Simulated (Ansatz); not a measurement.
# Single-point calculation, with input and output: CaF₂

The run: single-point calculation of CaF₂ (24 atoms in the cell). Method and program: DFT PBE, scalar-relativistic, plane waves, PAW, no spin polarisation (Ansatz 0.2.0).

The structure derives from a Materials Project entry. It belongs to a series of runs on one base structure; here: the perfect crystal in a cell of 24 atoms. Figures and captions count atoms from 1; the log counts them from 0 in places.

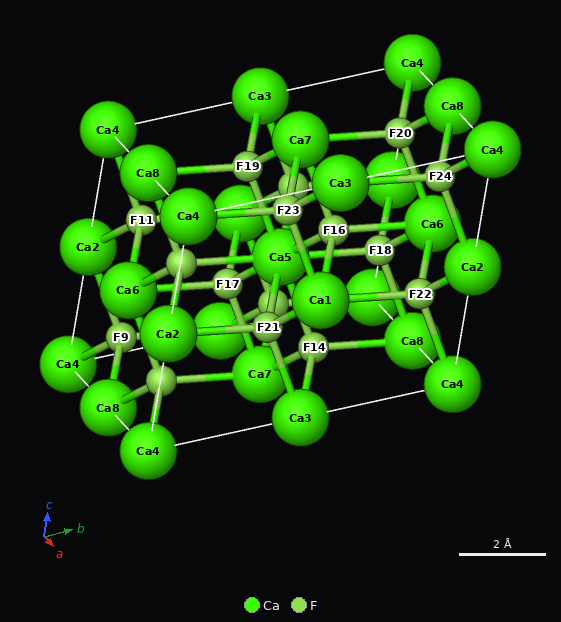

The input geometry (ball-and-stick view of the cell of the calculation, seen slightly off an axis; atoms are numbered from 1 in the order of the input). An atom can appear more than once, as a periodic image.

The input
```yaml
crystal:
  lattice:
    - [0.0, -5.5117620964, -5.5117620964]
    - [-5.5117620964, -5.5117620964, 0.0]
    - [-5.5117620964, 0.0, -5.5117620964]
  atoms:
    - { symbol: Ca, position: [0.0, 0.5, 0.5] }
    - { symbol: Ca, position: [0.0, 1.0, 0.5] }
    - { symbol: Ca, position: [0.0, 0.5, 1.0] }
    - { symbol: Ca, position: [0.0, 1.0, 1.0] }
    - { symbol: Ca, position: [0.5, 0.5, 0.5] }
    - { symbol: Ca, position: [0.5, 1.0, 0.5] }
    - { symbol: Ca, position: [0.5, 0.5, 1.0] }
    - { symbol: Ca, position: [0.5, 1.0, 1.0] }
    - { symbol: F, position: [0.125, 0.125, 0.125] }
    - { symbol: F, position: [0.125, 0.625, 0.125] }
    - { symbol: F, position: [0.125, 0.125, 0.625] }
    - { symbol: F, position: [0.125, 0.625, 0.625] }
    - { symbol: F, position: [0.625, 0.125, 0.125] }
    - { symbol: F, position: [0.625, 0.625, 0.125] }
    - { symbol: F, position: [0.625, 0.125, 0.625] }
    - { symbol: F, position: [0.625, 0.625, 0.625] }
    - { symbol: F, position: [0.375, 0.375, 0.375] }
    - { symbol: F, position: [0.375, 0.875, 0.375] }
    - { symbol: F, position: [0.375, 0.375, 0.875] }
    - { symbol: F, position: [0.375, 0.875, 0.875] }
    - { symbol: F, position: [0.875, 0.375, 0.375] }
    - { symbol: F, position: [0.875, 0.875, 0.375] }
    - { symbol: F, position: [0.875, 0.375, 0.875] }
    - { symbol: F, position: [0.875, 0.875, 0.875] }
basis:
  ecutwfc: 420
  xc_grid: 2
kpoints:
  mp_grid: { grid: [2, 2, 2], shift: [0.0, 0.0, 0.0] }
hamiltonian:
  xc: pbe
scf:
  occupations: { method: gaussian, width: 0.01 }
output:
  forces: true
  stress: true
  eigenvalues: true
  write_density: true
  write_potential: true
  elf: true
  volumetric_format: npy
```

Hardware: 4 threads of Intel Xeon @ 2.50GHz (Skylake/Cascade Lake), 189 GiB of memory available, shared host.

Run as:
```bash
ansatz run input.yaml --threads 4 --pin off --max-ram 10240MiB --backend cpu --events-out ev --progress --plain --runs-dir out
```

Output
```
Engine: ansatz 0.2.0, x86_64-unknown-linux-gnu
Pseudopotentials: kind: paw
Pseudopotential: Ca, paw, valence charge 10, recommended cutoff 420 eV (normal), Ca.paw.azcp
Pseudopotential: F, paw, valence charge 7, recommended cutoff 420 eV (normal), F.paw.azcp
Functional definition: PBE
  parameter kappa = 0.804
  parameter beta = 0.06672455060314922
  exchange = pbe_x(kappa = kappa, mu = beta*pi^2/3)
  correlation = pbe_c(beta = beta)
Crystal: 24 atoms, lattice volume = 334.889 Å³
Basis set: ecut = 420 eV, 6567 PW (Γ), exchange–correlation on 108×108×108 points (8 copies of the dense FFT grid, shifted against one another)
Bands: 120, of which v1, the nominal top of the filled ones, is band 96 counted from 1 (95 counted from 0)
Symmetry: 384 space group operations
Space group: Fm-3m (ITA 225), of the structure as read, at distance tolerance 6.9e-5 Å
k-points: 3 of 8
Non-local potential: Ca, projectors of the file, l = 0: 3, l = 1: 2, l = 2: 2
Non-local potential: F, projectors of the file, l = 0: 2, l = 1: 2, l = 2: 1
PAW form: soft (Blöchl's): semilocal exchange-correlation on the pseudo side does not see the compensation charge
PAW one-centre angular grid: Ca, 110 points (default); XC on 64 Gauss nodes
PAW one-centre angular grid: F, 110 points (default); XC on 64 Gauss nodes
Initial density: superposition of atomic densities (neutral atoms: chi_scale 0, normalization atom), corrected by the library's trained network
Initial wavefunctions: pseudopotential atomic-orbital guess
Functional: x = pbe(κ = 0.804, μ = 0.2195149727645171), c = pbe(β = 0.06672455060314922)
SCF iter   1: F=—  HF=-27518.483506 eV  |F-HF|=—  |Δ(HF+E_count)|=         —  Δρ=4.25e-4  dr2=6.95e-5  ethr=1.77e-3  ⟨swp⟩=11.0  Hψ=1898  notcnv=0  defer=4
preconditioner: auto → Resta (q_TF=auto, 2.487 Å⁻¹)  ε∞=3.2  [insulator: Δε(μ)=7.141 eV  Ē_g=18.015 eV  σ=0.010 eV  W_gap=1.00  n_scr=88 (ndim 8)  ℏωp=26.9 eV  f_vac=0.127  D(μ)=0.00/eV (n_scr^D=0)  ε∞_Penn≈3.2]
SCF iter   2: F=—  HF=-27518.484646 eV  |F-HF|=—  |Δ(HF+E_count)|=   1.14e-3  Δρ=2.32e-4  dr2=4.92e-5  ethr=3.62e-8  ⟨swp⟩=3.3  Hψ=1027  notcnv=0  defer=41
SCF iter   3: F=—  HF=-27518.485302 eV  |F-HF|=—  |Δ(HF+E_count)|=   6.56e-4  Δρ=1.07e-4  dr2=1.15e-5  ethr=2.56e-8  ⟨swp⟩=2.0  Hψ=592  notcnv=0  defer=41
SCF iter   4: F=—  HF=-27518.485369 eV  |F-HF|=—  |Δ(HF+E_count)|=   6.72e-5  Δρ=2.32e-5  dr2=1.21e-6  ethr=5.99e-9  ⟨swp⟩=2.0  Hψ=572  notcnv=0  defer=41
iter 5 did not close the SCF: its close was put off for the readings that it lacked (scf_convergence_deferred on its scf_iter line)
SCF iter   5: F=-27518.485370 eV  HF=-27518.485370 eV  |F-HF|=3.32e-8  |Δ(HF+E_count)|=   4.63e-7  Δρ=4.43e-6  dr2=5.61e-8  ethr=6.30e-10  ⟨swp⟩=2.0  Hψ=452  notcnv=0  defer=41
SCF iter   6: F=-27518.485370 eV  HF=-27518.485370 eV  |F-HF|=9.17e-10  |Δ(HF+E_count)|=   5.56e-8  Δρ=5.83e-7  dr2=1.25e-9  ethr=2.92e-11  ⟨swp⟩=13.0  Hψ=2594  notcnv=0
SCF 1 converged in 6 iterations: F = -27518.485370 eV  dr2 = 1.25e-9
  greatest PAW one-centre occupation: 0.995 electrons in one spin orbital (limit 2), on the Ca atom at site 7 (counted from 0), in its partial waves of l = 0
```

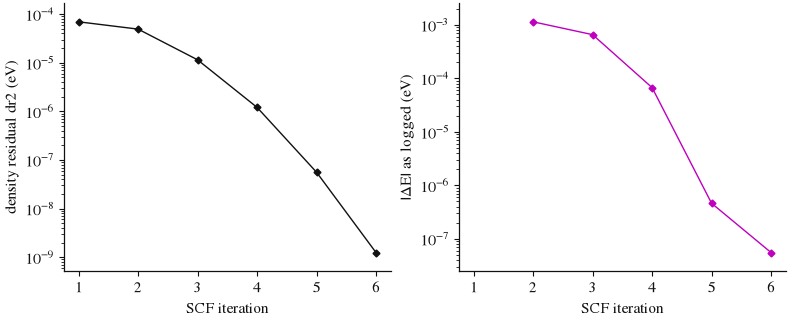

Convergence of the self-consistent field: density residual dr2 and size of the energy change against the SCF iteration. The residual falls at every step.

```
SCF converged after 6 iterations
Free energy (F): -27518.485370 eV
Harris-Foulkes:  -27518.485370 eV  (|F-HF|=9.17e-10)
Internal energy: -27518.485370 eV  (E = F + TS)
E sigma→0 (E₀):  -27518.485370 eV
Fermi energy:    6.638372 eV
--- Per-component energies (eV) ---
  E_band       = -1544.644995
  E_kinetic    = 5544.443347
  E_local      = -14486.155545  (includes V_loc(G=0)·N_el)
  E_nonlocal   = 1680.010998
  E_hartree    = 5158.495937
  E_xc         = -2390.528186
  E_vxc        = -3026.268215  (∫ρ·V_xc dr)
  E_paw        = -10075.636198  (= ΣΔE_a)
  E_vpaw       = -1573.696534  (= ΣTr[D̂ρ^β])
  E_aug_tail   = 0.032670  (compensation charges beyond the density's cutoff)
  E_ewald      = -12949.148393
  E_smearing   = -0.000000  (= −TS)
  E_closure    = -0.000000  (closes the sum)
  Σ components = -27518.485370   (vs F -27518.485370, Δ=0.00e0)
--- Forces (eV/Å), atoms counted from 1 ---
  atom   1  Ca     0.00000000    -0.00000000     0.00000000
  atom   2  Ca     0.00000000    -0.00000000    -0.00000000
  atom   3  Ca    -0.00000000     0.00000000    -0.00000000
  atom   4  Ca     0.00000000     0.00000000     0.00000000
  atom   5  Ca     0.00000000    -0.00000000    -0.00000000
  atom   6  Ca     0.00000000    -0.00000000    -0.00000000
  atom   7  Ca     0.00000000    -0.00000000     0.00000000
  atom   8  Ca     0.00000000    -0.00000000     0.00000000
  atom   9  F     -0.00000000    -0.00000000    -0.00000000
  atom  10  F     -0.00000000     0.00000000    -0.00000000
  atom  11  F     -0.00000000    -0.00000000    -0.00000000
  atom  12  F     -0.00000000     0.00000000    -0.00000000
  atom  13  F     -0.00000000     0.00000000     0.00000000
  atom  14  F     -0.00000000     0.00000000    -0.00000000
  atom  15  F     -0.00000000    -0.00000000    -0.00000000
  atom  16  F      0.00000000    -0.00000000    -0.00000000
  atom  17  F      0.00000000     0.00000000     0.00000000
  atom  18  F      0.00000000     0.00000000     0.00000000
  atom  19  F      0.00000000     0.00000000     0.00000000
  atom  20  F      0.00000000     0.00000000     0.00000000
  atom  21  F     -0.00000000    -0.00000000     0.00000000
  atom  22  F     -0.00000000     0.00000000     0.00000000
  atom  23  F     -0.00000000    -0.00000000     0.00000000
  atom  24  F     -0.00000000     0.00000000     0.00000000
  max |Σ_I F_I| component: 3.54e-20 eV/Å
--- Stress (GPa, compression-positive) ---
       -0.032044       0.000000       0.000000
       -0.000000      -0.032044       0.000000
       -0.000000      -0.000000      -0.032044
  P = ⅓ Tr σ = -0.0320 GPa (-0.320 kbar)
--- Band table (eV) ---
  k-point 0: bands = ["-33.0976", "-33.0693", "-33.0693", "-33.0693", "-33.0693", "-33.0599", "-33.0599", "-33.0599", "-17.1082", "-17.1082", "-17.1082", "-16.9113", "-16.9113", "-16.9113", "-16.9113", "-16.7931", "-16.4637", "-16.4637", "-16.4637", "-16.4637", "-16.3477", "-16.3477", "-16.3477", "-16.0659", "-14.1269", "-14.1269", "-14.1269", "-14.1269", "-14.1269", "-14.1269", "-14.0721", "-14.0721", "-14.0721", "-14.0721", "-14.0721", "-14.0721", "-14.0721", "-14.0721", "-14.0353", "-14.0353", "-14.0353", "-13.5659", "-13.5659", "-13.5659", "-13.5659", "-13.4058", "-13.4058", "-13.4058", "0.4609", "0.4609", "0.4609", "1.0480", "1.0480", "1.0480", "1.4612", "1.4612", "1.4612", "1.4612", "1.4612", "1.4612", "1.6248", "1.6248", "1.6248", "1.6248", "1.6248", "1.6248", "1.6248", "1.6248", "1.8152", "1.8152", "1.8152", "1.8152", "1.8653", "1.8653", "1.8653", "1.8653", "2.2515", "2.2515", "2.2515", "2.2515", "2.2515", "2.2515", "2.2515", "2.2515", "2.7228", "2.7228", "2.7228", "2.7228", "2.7228", "2.7228", "2.8170", "2.8170", "2.8170", "3.0686", "3.0686", "3.0686", "10.2082", "11.1156", "11.1156", "11.1156", "12.1307", "12.1307", "12.3314", "12.3314", "12.3314", "12.3314", "12.3314", "12.3314", "12.3314", "12.3314", "12.4324", "12.4324", "12.4324", "12.6426", "12.6426", "12.6426", "12.6426", "13.0007", "13.0007", "13.0007"]
  k-point 1: bands = ["-33.0835", "-33.0835", "-33.0646", "-33.0646", "-33.0646", "-33.0646", "-33.0646", "-33.0646", "-16.9386", "-16.9386", "-16.9386", "-16.9386", "-16.9386", "-16.9386", "-16.8947", "-16.8947", "-16.5172", "-16.5172", "-16.5172", "-16.5172", "-16.5172", "-16.5172", "-16.2217", "-16.2217", "-14.0996", "-14.0996", "-14.0996", "-14.0996", "-14.0996", "-14.0996", "-14.0538", "-14.0538", "-14.0538", "-14.0538", "-13.9500", "-13.9500", "-13.9500", "-13.9500", "-13.9500", "-13.9500", "-13.8053", "-13.8053", "-13.5949", "-13.5949", "-13.5949", "-13.5949", "-13.5949", "-13.5949", "0.9644", "0.9644", "0.9644", "0.9644", "0.9644", "0.9644", "1.2915", "1.2915", "1.2915", "1.2915", "1.3912", "1.3912", "1.3912", "1.3912", "1.3912", "1.3912", "1.4479", "1.4479", "1.5148", "1.5148", "1.5148", "1.5148", "1.5148", "1.5148", "2.2771", "2.2771", "2.5165", "2.5165", "2.5165", "2.5165", "2.5165", "2.5165", "2.5732", "2.5732", "2.5732", "2.5732", "2.5972", "2.5972", "2.5972", "2.5972", "2.5972", "2.5972", "2.6776", "2.6776", "2.6776", "2.6776", "2.6776", "2.6776", "11.5004", "11.5004", "11.5323", "11.5323", "11.5323", "11.5323", "11.5323", "11.5323", "12.2321", "12.2321", "12.2321", "12.2321", "12.6446", "12.6446", "12.6446", "12.6446", "12.6446", "12.6446", "12.7706", "12.7706", "12.7706", "12.7706", "12.7706", "12.7706"]
  k-point 2: bands = ["-33.0788", "-33.0788", "-33.0693", "-33.0693", "-33.0693", "-33.0693", "-33.0599", "-33.0599", "-16.9645", "-16.9645", "-16.8761", "-16.8761", "-16.8761", "-16.8761", "-16.7774", "-16.7774", "-16.7774", "-16.7774", "-16.5192", "-16.5192", "-16.5192", "-16.5192", "-16.2097", "-16.2097", "-14.1289", "-14.1289", "-14.0812", "-14.0812", "-14.0812", "-14.0812", "-14.0723", "-14.0723", "-14.0723", "-14.0723", "-13.8727", "-13.8727", "-13.8727", "-13.8727", "-13.7438", "-13.7438", "-13.7438", "-13.7438", "-13.7157", "-13.7157", "-13.7157", "-13.7157", "-13.7119", "-13.7119", "0.8881", "0.8881", "1.0039", "1.0039", "1.0746", "1.0746", "1.0746", "1.0746", "1.2136", "1.2136", "1.2136", "1.2136", "1.5087", "1.5087", "1.5921", "1.5921", "1.5921", "1.5921", "1.8434", "1.8434", "1.8434", "1.8434", "1.9732", "1.9732", "2.0175", "2.0175", "2.0175", "2.0175", "2.0571", "2.0571", "2.0571", "2.0571", "2.1588", "2.1588", "2.1588", "2.1588", "2.8036", "2.8036", "2.8193", "2.8193", "2.8193", "2.8193", "2.8608", "2.8608", "2.8608", "2.8608", "2.9823", "2.9823", "11.4284", "11.4284", "11.5685", "11.5685", "11.7379", "11.7379", "11.7379", "11.7379", "12.3412", "12.3412", "12.3412", "12.3412", "12.3764", "12.3764", "12.5361", "12.5361", "12.6792", "12.6792", "12.8184", "12.8184", "12.8184", "12.8184", "12.8368", "12.8368"]
```

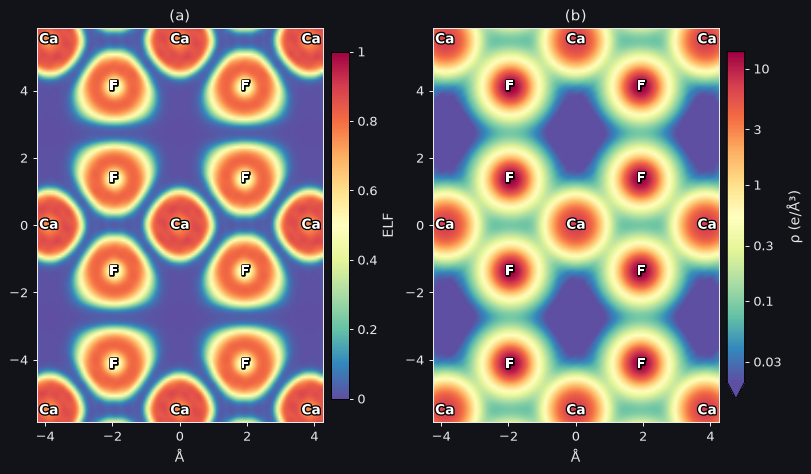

(a) electron localisation function; (b) valence pseudo-density on the (011̄) plane of the calculation cell. The section cuts through Ca and F sites. Away from the nuclei the density in this plane falls to 0.006 e/Å³ at its lowest. The strong features right at Ca lie inside the PAW spheres (semicore, d or f shells) and say nothing about bonding. In a PAW calculation such maps are meaningful between the atoms, not at the nuclei.

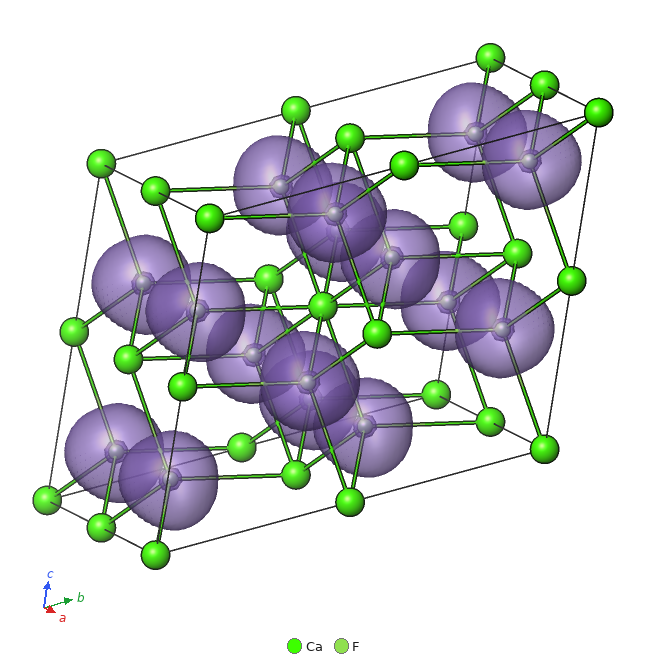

Isosurface of the electron localisation function at 0.6 (purple), seen slightly off an axis. Only the valence region is drawn (cores and ρ < 0.01 e/Å³ removed). Sticks mark near contacts. The outline is the calculation cell. Profiles from the grid: Ca–F (2.39 Å): the ELF peaks at about 0.80 in the valence shell of F, 0.6 Å from its nucleus, and drops to about 0.05 between the two atoms, which marks ionic bonding with no shared pair.

Summary

```tsv
quantity	value
outcome	converged
space group (tolerance 0.01 Å)	Fm-3m (225)
electrons treated	192
free energy	−27518.4854 eV
Fermi energy	6.638 eV
gap on the k-point mesh	7.14 eV
pressure	−0.03 GPa
largest force (length of the vector)	under 0.001 eV/Å
wall time	6 s (CPU time 19 s)
peak memory	0.81 GiB
```
